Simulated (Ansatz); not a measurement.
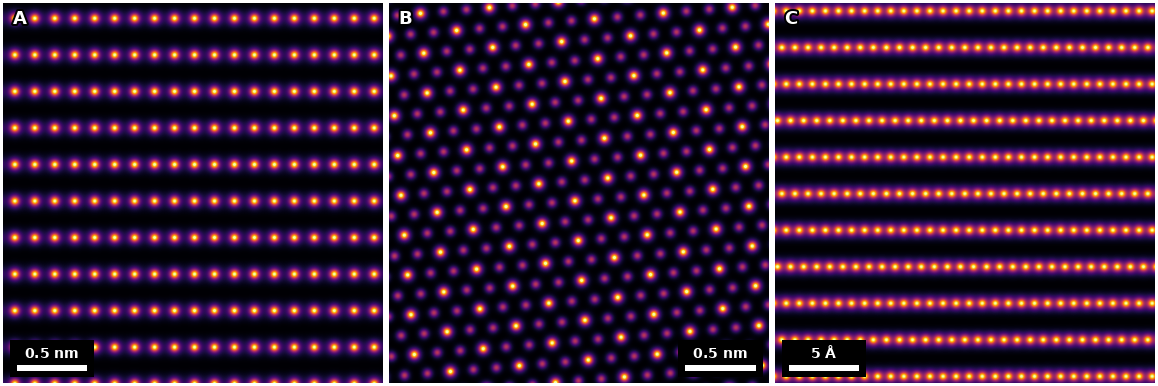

Three views of Nb (P6_3/mmc, No. 194) along different zone axes. Computed as the sum of neutral-atom potentials (tabulated electron scattering factors, B = 0.8 Å²) projected along the beam and smoothed by 0.25 Å; brighter is more positive. Structure: the geometry relaxed with DFT, RPBE, plane waves (420 eV) with PAW, scalar-relativistic in Ansatz; the starting structure was generated, so it need not be a known form of this composition.

Space group P6_3/mmc (No. 194). a = 2.884 Å, b = 2.884 Å, c = 10.558 Å, α = 90.00°, β = 90.00°, γ = 120.00°
```csv
atom,site,symmetry,x,y,z
Nb,2a,-3m.,0.0000,0.0000,0.0000
Nb,2c,-6m2,0.3333,0.6667,0.2500
```

Question: Match the panels to the zone axes [001], [210] and [310].

Answer: A is [210]: projected cell 1.44 × 2.64 Å, 90°, plane group p2mm. B is [001]: projected cell 2.88 × 2.88 Å, 120°, plane group p6mm. C is [310]: projected cell 0.94 × 10.56 Å, 90°.
